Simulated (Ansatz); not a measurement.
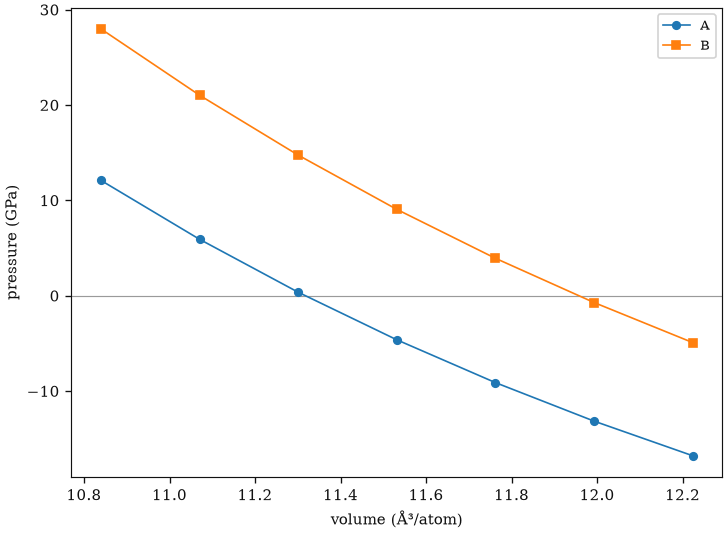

Plotted: pressure against volume, with one curve for each functional, for HfO₂ (space group P2_1/c). The labels are replaced by letters. In alphabetical order the cases are: PBEsol + D3(BJ); rPW86-PBE + rVV10.

How it was computed, with Ansatz 0.2.0: plane-wave DFT, no spin polarisation; energies at scaled volumes of the given cell, shape and fractions fixed, counted from the fit's minimum, third-order Birch-Murnaghan fit. All runs: no spin polarisation.

| setting | value |
| --- | --- |
| k mesh | 5×5×5 |
| occupations | Fermi–Dirac |
| smearing width | 0.05 eV |
| potentials | Ansatz PAW |
| wave cutoff | 420 eV |

Q: Which letter stands for which functional?

A: A: PBEsol + D3(BJ); B: rPW86-PBE + rVV10.

Keep in mind: the functional was run on potentials made for another functional (rPW86-PBE + rVV10); shape and atomic fractions are frozen while scaling, which makes layered, chain and framework solids too stiff.
